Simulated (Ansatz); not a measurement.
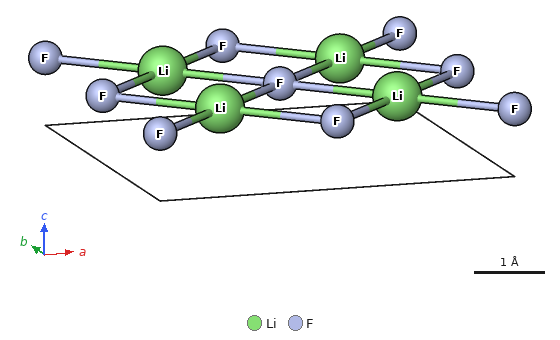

Lattice vibrations of a free-standing layer of LiF (a generated structure), space group P4/mmm (No. 123), at the zone centre. The picture is a ball-and-stick view of the 2 × 2 repeat of the cell, outlined in the plane, without the vacuum, seen slightly off an axis.

All numbers below come from DFT PBE, scalar-relativistic, plane waves, PAW (Ansatz). (plane-wave cutoff 420 eV; k-point mesh 8 × 8 × 1; occupations fixed; no spin polarisation)

Frequencies are those without the non-analytic (LO–TO) term.

**Give the spectrum at this point.**

The calculation's cell holds 2 atoms, so there are 3 optical modes, in 2 levels. The optical modes span E_u + A₂u. No level is unstable.

| level | symmetry | frequency (cm⁻¹) | activity |
| --- | --- | --- | --- |
| 1 | E_u | 428 | infrared-active |
| 2 | A₂u | 450 | infrared-active |

The modes drawn as arrows (one member of each degenerate set):

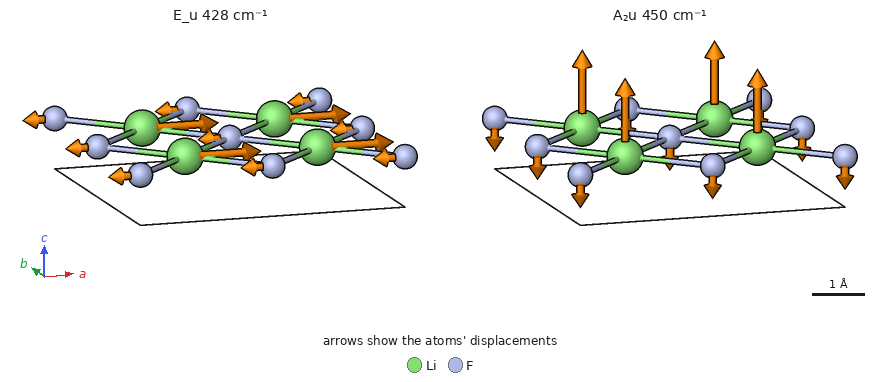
